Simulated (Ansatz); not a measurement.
**Ge₃Si₁₃: a changed input and its effect**

System: Ge₃Si₁₃ (Cm, 16 atoms in the cell).
Method of run A: DFT r2SCAN, scalar-relativistic, plane waves, PAW, no spin polarisation (Ansatz 0.2.0).

The structure was built on a prototype by a generator; it need not be a known phase. Text and figures count atoms from 1; the logs count them from 0 in places.

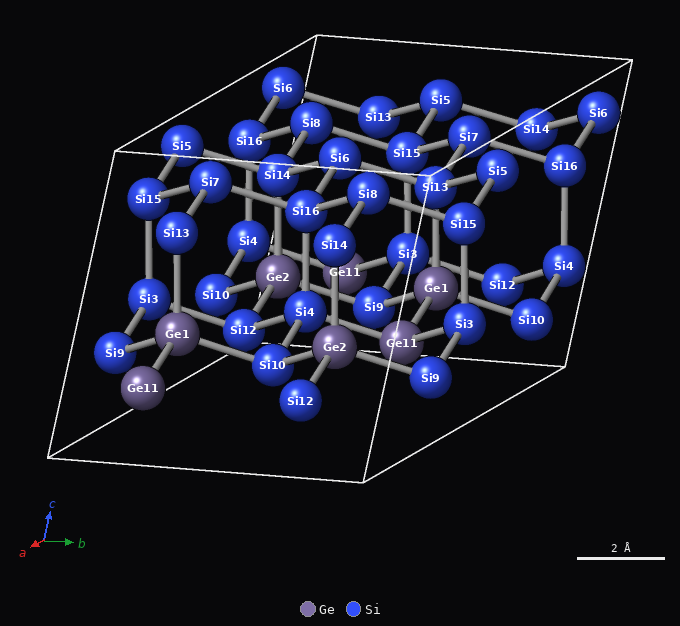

**Figure 1.** The structure (ball-and-stick view of the cell 2 times as large as that of the calculation, set on its symmetry axes, seen slightly off an axis; atoms are numbered from 1 in the order of the input).

## Input, run A
```yaml
crystal:
  lattice:
    - [0.000434764, 5.4732263997, 5.4727239307]
    - [5.4724914116, 0.0011697521, 5.4719889426]
    - [5.4736611638, 5.4736611638, 0.0]
  atoms:
    - { symbol: Ge, position: [0.3765194879, 0.370540231, 0.3764701405] }
    - { symbol: Ge, position: [0.3751399721, 0.3749463967, 0.8749568156] }
    - { symbol: Si, position: [0.3764017018, 0.8763160937, 0.376409183] }
    - { symbol: Si, position: [0.3764017018, 0.8763160937, 0.8708730215] }
    - { symbol: Si, position: [0.8749153379, 0.3749220028, 0.3751999019] }
    - { symbol: Si, position: [0.8749153379, 0.3749220028, 0.8749627575] }
    - { symbol: Si, position: [0.870866245, 0.8763458198, 0.3763939676] }
    - { symbol: Si, position: [0.8749383636, 0.8751735604, 0.874944038] }
    - { symbol: Si, position: [0.2472429753, 0.2473152986, 0.2526559421] }
    - { symbol: Si, position: [0.2472429753, 0.2473152986, 0.752785784] }
    - { symbol: Ge, position: [0.2483991893, 0.754491535, 0.2485546378] }
    - { symbol: Si, position: [0.2484713815, 0.7541231739, 0.7487027223] }
    - { symbol: Si, position: [0.7542047042, 0.2484811834, 0.2486570562] }
    - { symbol: Si, position: [0.7540972861, 0.2485064252, 0.7486981444] }
    - { symbol: Si, position: [0.7501216701, 0.7501424422, 0.2498763469] }
    - { symbol: Si, position: [0.7501216701, 0.7501424422, 0.7498595407] }
basis:
  ecutwfc: 500
kpoints:
  mp_grid: { grid: [6, 6, 6] }
  band_path: { path: [[0.0, 0.0, 0.0], [-0.010417, 0.005208, 0.0]], npoints: 1 }
hamiltonian:
  xc: r2scan
scf:
  occupations: { method: gaussian, width: 0.02 }
  n_extra_bands: 11
output:
  forces: true
  stress: true
  eigenvalues: true
  write_density: true
  write_potential: true
  elf: true
  volumetric_format: npy
```

Command:
```bash
ansatz run input.yaml --threads 4 --pin off --max-ram 10240MiB --backend cpu --events-out ev --progress --plain --runs-dir out
```

Hardware: 4 threads of Arm Neoverse V1, 24 GiB of memory available, shared host.

## Output, shortened to warnings, some set-up lines, iterations and results (run A)
```
Basis set: ecut = 500 eV, 8363 PW (Γ), exchange–correlation on 240×240×240 points (64 copies of the dense FFT grid, shifted against one another)
Symmetry: 2 space group operations
k-points: 68 of 216 (time reversal used)
Initial density: superposition of atomic densities (neutral atoms: chi_scale 0, normalization atom), corrected by the library's trained network
[...]
SCF iter   1: F=—  HF=-21216.386241 eV  |F-HF|=—  |Δ(HF+E_count)|=         —  Δρ=4.26e-3  dr2=6.58e-2  dr2_τ=8.53e-2  ethr=1.77e-3  ⟨swp⟩=8.5  Hψ=17956  notcnv=0  defer=10
SCF iter   2: F=—  HF=-21216.489430 eV  |F-HF|=—  |Δ(HF+E_count)|=   1.03e-1  Δρ=2.11e-3  dr2=1.36e-2  dr2_τ=9.72e-5  ethr=7.00e-5  ⟨swp⟩=3.2  Hψ=8691  notcnv=0  defer=251
SCF iter   3: F=—  HF=-21216.487073 eV  |F-HF|=—  |Δ(HF+E_count)|=   2.36e-3  Δρ=1.21e-3  dr2=4.06e-3  dr2_τ=3.07e-5  ethr=1.44e-5  ⟨swp⟩=2.0  Hψ=4713  notcnv=0  defer=251
SCF iter   4: F=—  HF=-21216.486268 eV  |F-HF|=—  |Δ(HF+E_count)|=   8.05e-4  Δρ=1.20e-4  dr2=3.74e-5  dr2_τ=7.11e-7  ethr=4.32e-6  ⟨swp⟩=2.0  Hψ=5090  notcnv=0  defer=251
SCF iter   5: F=—  HF=-21216.486393 eV  |F-HF|=—  |Δ(HF+E_count)|=   1.24e-4  Δρ=3.29e-5  dr2=3.96e-6  dr2_τ=4.10e-8  ethr=3.98e-8  ⟨swp⟩=2.0  Hψ=6889  notcnv=0  defer=251
SCF iter   6: F=—  HF=-21216.486394 eV  |F-HF|=—  |Δ(HF+E_count)|=   9.88e-7  Δρ=1.10e-5  dr2=3.75e-7  dr2_τ=4.37e-9  ethr=4.21e-9  ⟨swp⟩=2.0  Hψ=6889  notcnv=0  defer=251
SCF iter   7: F=-21216.486393 eV  HF=-21216.486394 eV  |F-HF|=7.13e-8  |Δ(HF+E_count)|=   8.39e-8  Δρ=4.21e-6  dr2=6.57e-8  dr2_τ=8.39e-10  ethr=1.06e-10  ⟨swp⟩=17.2  …
SCF 1 converged in 7 iterations: F = -21216.486393 eV  dr2 = 6.57e-8
  Residual-converged pass: ⟨swp⟩=1.2  Hψ=4229  notcnv=0  max |occ|·‖R‖ = 7.1e-9 eV (tolerance 1.0e-8 eV)  dr2=6.57e-8  dr2_τ=8.39e-10  dr2_onsite=7.91e-8  max |Δocc| = 2.2e-136
NSCF: frozen V_eff on 2 k-points
SCF converged after 7 iterations
Free energy (F): -21216.486393 eV
Harris-Foulkes:  -21216.486394 eV  (|F-HF|=7.13e-8)
Internal energy: -21216.486393 eV  (E = F + TS)
E sigma→0 (E₀):  -21216.486393 eV
Fermi energy:    6.979421 eV
--- Per-component energies (eV) ---
  E_band       = -465.625263
  E_kinetic    = 859.846325
  E_local      = -9593.268640  (includes V_loc(G=0)·N_el)
  E_nonlocal   = 1586.152355
  E_hartree    = 4254.066672
  E_xc         = -877.773843
  E_vxc        = -851.623029  (∫ρ·V_xc dr)
  E_paw        = -12856.974465  (= ΣΔE_a)
  E_vpaw       = -1011.622517  (= ΣTr[D̂ρ^β])
  E_aug_tail   = 0.000084  (compensation charges beyond the density's cutoff)
  E_vtau       = 36.759101  (kinetic-family band-sum trace: ∫τ·v_τ [+ j·A + Jᵃ·Aᵃ] dr)
  E_ewald      = -4584.283956
  E_core_change = -4.250926  (= ΣΔE_core)
  E_smearing   = -0.000000  (= −TS)
  E_closure    = -0.000000  (closes the sum)
  Σ components = -21216.486393   (vs F -21216.486393, Δ=0.00e0)
--- Forces (eV/Å), atoms counted from 1 ---
  atom   1  Ge     0.01038062    -0.01038062     0.00698316
  atom   2  Ge    -0.00047170     0.00047170    -0.00281637
  atom   3  Si    -0.01111922    -0.01718366    -0.01409213
  atom   4  Si     0.01718366     0.01111922    -0.01409213
  atom   5  Si    -0.00270983     0.00371619    -0.00019848
  atom   6  Si    -0.00371619     0.00270983    -0.00019848
  atom   7  Si    -0.01433068     0.01433068     0.01731493
  atom   8  Si     0.00053530    -0.00053530     0.00403076
  atom   9  Si     0.00024984     0.00327360     0.02879350
  atom  10  Si    -0.00327360    -0.00024984     0.02879350
  atom  11  Ge    -0.00987033     0.00987033    -0.01110342
  atom  12  Si    -0.01361149     0.01361149    -0.01144981
  atom  13  Si     0.01393668    -0.01393668    -0.01803228
  atom  14  Si     0.01352204    -0.01352204    -0.01486098
  atom  15  Si     0.00333203     0.00003635     0.00046604
  atom  16  Si    -0.00003635    -0.00333203     0.00046604
  max |Σ_I F_I| component: 3.85e-6 eV/Å
--- Stress (GPa, compression-positive) ---
        0.449936      -0.003749       0.003210
       -0.003749       0.449936      -0.003210
        0.003210      -0.003210       0.451339
  P = ⅓ Tr σ = 0.4504 GPa (4.504 kbar)
```

For run B the input was changed thus:
```diff
-  ecutwfc: 500
+  ecutwfc: 420
-  xc: r2scan
+  xc: pbesol
```

Predict how the results change.

The total energies belong to different methods, so their difference says nothing on which is more stable or more accurate. The gap on the mesh goes from 0.68 to 0.38 eV. The pressure goes from 0.45 to 0.00 GPa. The largest force goes from 0.029 to 0.000 eV/Å. The functional changes from r2SCAN to PBEsol. The number of SCF iterations is the same. The plane waves at Γ go from 8363 to 6375. On the same kind of shared host run B took about 0.55 times as long.

## Output, shortened to warnings, some set-up lines, iterations and results (run B)
```
Basis set: ecut = 420 eV, 6375 PW (Γ), exchange–correlation on 108×108×108 points (8 copies of the dense FFT grid, shifted against one another)
Symmetry: 2 space group operations
k-points: 68 of 216 (time reversal used)
Initial density: superposition of atomic densities (neutral atoms: chi_scale 0, normalization atom), corrected by the library's trained network
[...]
SCF iter   1: F=—  HF=-20839.788244 eV  |F-HF|=—  |Δ(HF+E_count)|=         —  Δρ=2.90e-3  dr2=3.65e-2  ethr=1.77e-3  ⟨swp⟩=8.4  Hψ=17921  notcnv=0  defer=10
SCF iter   2: F=—  HF=-20839.781071 eV  |F-HF|=—  |Δ(HF+E_count)|=   7.17e-3  Δρ=1.66e-3  dr2=1.20e-2  ethr=3.88e-5  ⟨swp⟩=2.5  Hψ=5431  notcnv=0  defer=234
SCF iter   3: F=—  HF=-20839.779376 eV  |F-HF|=—  |Δ(HF+E_count)|=   1.70e-3  Δρ=4.82e-4  dr2=5.51e-4  ethr=1.28e-5  ⟨swp⟩=2.0  Hψ=7193  notcnv=0  defer=234
SCF iter   4: F=—  HF=-20839.778995 eV  |F-HF|=—  |Δ(HF+E_count)|=   3.81e-4  Δρ=1.87e-4  dr2=1.46e-4  ethr=5.86e-7  ⟨swp⟩=2.0  Hψ=6889  notcnv=0  defer=234
SCF iter   5: F=—  HF=-20839.779076 eV  |F-HF|=—  |Δ(HF+E_count)|=   8.09e-5  Δρ=6.32e-5  dr2=9.96e-6  ethr=1.56e-7  ⟨swp⟩=2.0  Hψ=6696  notcnv=0  defer=234
SCF iter   6: F=—  HF=-20839.779003 eV  |F-HF|=—  |Δ(HF+E_count)|=   7.21e-5  Δρ=1.29e-5  dr2=3.41e-7  ethr=1.06e-8  ⟨swp⟩=2.0  Hψ=6889  notcnv=0  defer=234
SCF iter   7: F=-20839.779004 eV  HF=-20839.779004 eV  |F-HF|=3.90e-8  |Δ(HF+E_count)|=   3.52e-7  Δρ=3.22e-6  dr2=1.87e-8  ethr=1.06e-10  ⟨swp⟩=16.1  Hψ=30941  notcnv=0
SCF 1 converged in 7 iterations: F = -20839.779004 eV  dr2 = 1.87e-8
NSCF: frozen V_eff on 2 k-points
SCF converged after 7 iterations
Free energy (F): -20839.779004 eV
Harris-Foulkes:  -20839.779004 eV  (|F-HF|=3.90e-8)
Internal energy: -20839.779004 eV  (E = F + TS)
E sigma→0 (E₀):  -20839.779004 eV
Fermi energy:    6.859512 eV
--- Per-component energies (eV) ---
  E_band       = -432.253147
  E_kinetic    = 858.220492
  E_local      = -9600.179234  (includes V_loc(G=0)·N_el)
  E_nonlocal   = 1600.273313
  E_hartree    = 4243.659558
  E_xc         = -935.728955
  E_vxc        = -803.060835  (∫ρ·V_xc dr)
  E_paw        = -12424.905169  (= ΣΔE_a)
  E_vpaw       = -974.834789  (= ΣTr[D̂ρ^β])
  E_aug_tail   = 0.000850  (compensation charges beyond the density's cutoff)
  E_ewald      = -4584.283956
  E_core_change = 3.164097  (= ΣΔE_core)
  E_smearing   = -0.000000  (= −TS)
  E_closure    = 0.000000  (closes the sum)
  Σ components = -20839.779004   (vs F -20839.779004, Δ=0.00e0)
--- Forces (eV/Å), atoms counted from 1 ---
  atom   1  Ge     0.00000546    -0.00000546     0.00018159
  atom   2  Ge     0.00002907    -0.00002907     0.00006317
  atom   3  Si    -0.00002431     0.00001097    -0.00000813
  atom   4  Si    -0.00001097     0.00002431    -0.00000813
  atom   5  Si    -0.00007873     0.00010330     0.00002101
  atom   6  Si    -0.00010330     0.00007873     0.00002101
  atom   7  Si     0.00000908    -0.00000908    -0.00013020
  atom   8  Si    -0.00001708     0.00001708     0.00005346
  atom   9  Si    -0.00000234    -0.00009936    -0.00001098
  atom  10  Si     0.00009936     0.00000234    -0.00001098
  atom  11  Ge    -0.00008693     0.00008693    -0.00006734
  atom  12  Si     0.00002085    -0.00002085    -0.00000211
  atom  13  Si     0.00006496    -0.00006496    -0.00005848
  atom  14  Si    -0.00005470     0.00005470     0.00000229
  atom  15  Si     0.00012690    -0.00002297    -0.00002135
  atom  16  Si     0.00002297    -0.00012690    -0.00002135
  max |Σ_I F_I| component: 3.49e-6 eV/Å
--- Stress (GPa, compression-positive) ---
        0.002601       0.000820      -0.000192
        0.000820       0.002601       0.000192
       -0.000192       0.000192       0.002380
  P = ⅓ Tr σ = 0.0025 GPa (0.025 kbar)
```

## The two runs side by side

| quantity | run A | run B |
| --- | --- | --- |
| outcome | converged | converged |
| free energy per atom (eV) | −1326.0304 | −1302.4862 |
| gap on the mesh (eV) | 0.68 | 0.38 |
| pressure (GPa) | 0.45 | 0.00 |
| largest force (eV/Å) | 0.029 | 0.000 |
| SCF iterations | 7 | 7 |
| irreducible k-points | 68 | 68 |
| plane waves at Γ | 8363 | 6375 |
| wall time (shared host) | 1.7 min | 56 s |
